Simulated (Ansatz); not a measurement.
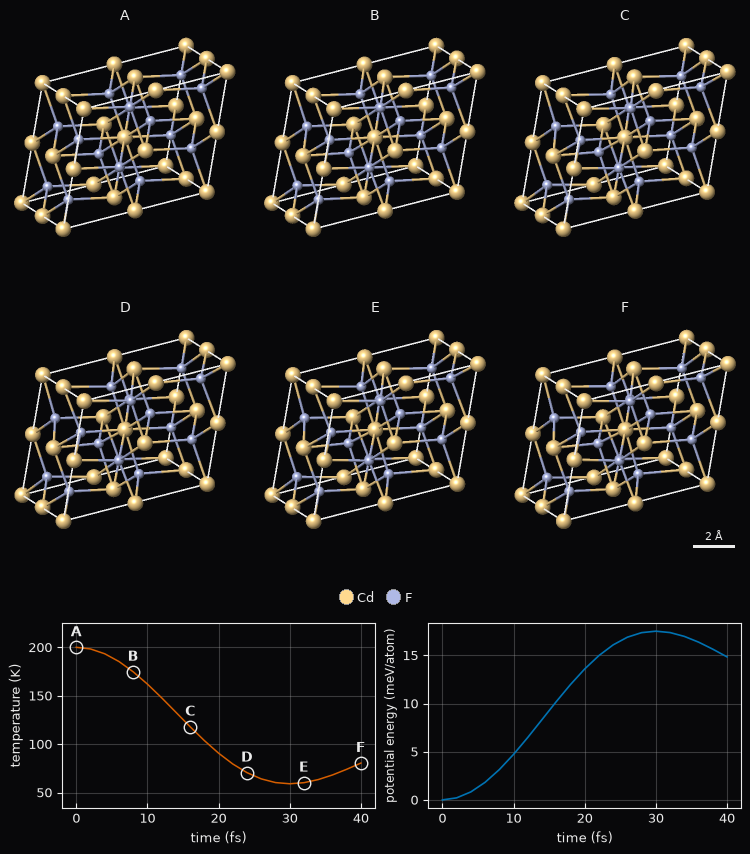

First-principles dynamics of a 24-atom cell of CdF$_{2}$ (built on the fluorite type), 40 fs long. Frames (A at 0 fs, B at 8 fs, C at 16 fs, D at 24 fs, E at 32 fs, F at 40 fs) and the history of the run. Style: ball-and-stick. Shown: the reduced simulation cell, slightly off an axis. Bonds to atoms that aren't drawn are left out. Lengths and directions refer to the drawn axes.

Theory: DFT, PBE, plane waves, PAW (Ansatz 0.2.0). Set-up: plane-wave cutoff 420 eV; k-point mesh 2 × 2 × 2; Fermi-Dirac smearing 0.02 eV; constant energy (NVE); velocities drawn for 200 K; time step 2 fs.

Input
```yaml
crystal:
  lattice:
    - [0.0, 5.3883553621, 5.3883553621]
    - [5.3883553621, 0.0, 5.3883553621]
    - [5.3883553621, 5.3883553621, 0.0]
  atoms:
    - { symbol: Cd, position: [0.0, 0.0, 0.0] }
    - { symbol: F, position: [0.125, 0.125, 0.125] }
    - { symbol: F, position: [0.375, 0.375, 0.375] }
    - { symbol: Cd, position: [0.0, 0.0, 0.5] }
    - { symbol: F, position: [0.125, 0.125, 0.625] }
    - { symbol: F, position: [0.375, 0.375, 0.875] }
    - { symbol: Cd, position: [0.0, 0.5, 0.0] }
    - { symbol: F, position: [0.125, 0.625, 0.125] }
    - { symbol: F, position: [0.375, 0.875, 0.375] }
    - { symbol: Cd, position: [0.0, 0.5, 0.5] }
    - { symbol: F, position: [0.125, 0.625, 0.625] }
    - { symbol: F, position: [0.375, 0.875, 0.875] }
    - { symbol: Cd, position: [0.5, 0.0, 0.0] }
    - { symbol: F, position: [0.625, 0.125, 0.125] }
    - { symbol: F, position: [0.875, 0.375, 0.375] }
    - { symbol: Cd, position: [0.5, 0.0, 0.5] }
    - { symbol: F, position: [0.625, 0.125, 0.625] }
    - { symbol: F, position: [0.875, 0.375, 0.875] }
    - { symbol: Cd, position: [0.5, 0.5, 0.0] }
    - { symbol: F, position: [0.625, 0.625, 0.125] }
    - { symbol: F, position: [0.875, 0.875, 0.375] }
    - { symbol: Cd, position: [0.5, 0.5, 0.5] }
    - { symbol: F, position: [0.625, 0.625, 0.625] }
    - { symbol: F, position: [0.875, 0.875, 0.875] }
kpoints:
  mp_grid: { grid: [2, 2, 2] }
hamiltonian:
  xc: pbe
scf:
  occupations: { method: fermi_dirac, width: 0.02 }
md:
  ensemble: nve
  temperature: 200
  timestep: 2.0
  n_steps: 20
  initial_velocities: maxwell_boltzmann
  seed: 1659
```

Command:
```bash
ansatz run input.yaml --threads 4 --pin off --max-ram 3686MiB --backend cpu --events-out ev --progress --plain --runs-dir out
```

Question: What do the frames and curves show?

Answer: Root-mean-square distances from the starting positions over the second half, with the common drift of all atoms taken out: F 0.10 Å, Cd 0.05 Å. The run lasts only 40 fs, too short to tell vibration from diffusion. Over the second half the temperature averages 70 K (spread ±10 K). The first frame carries almost no forces, so kinetic energy first flows into potential energy: the temperature drops from 200 to 59 K within 30 fs, and without a thermostat its mean stays below the start. The potential energy in the second half lies on average 16.1 meV per atom above the first frame.

Cost: 2.5 min on 4 threads of Arm Neoverse N1 (shared host), peak memory 1.5 GiB.
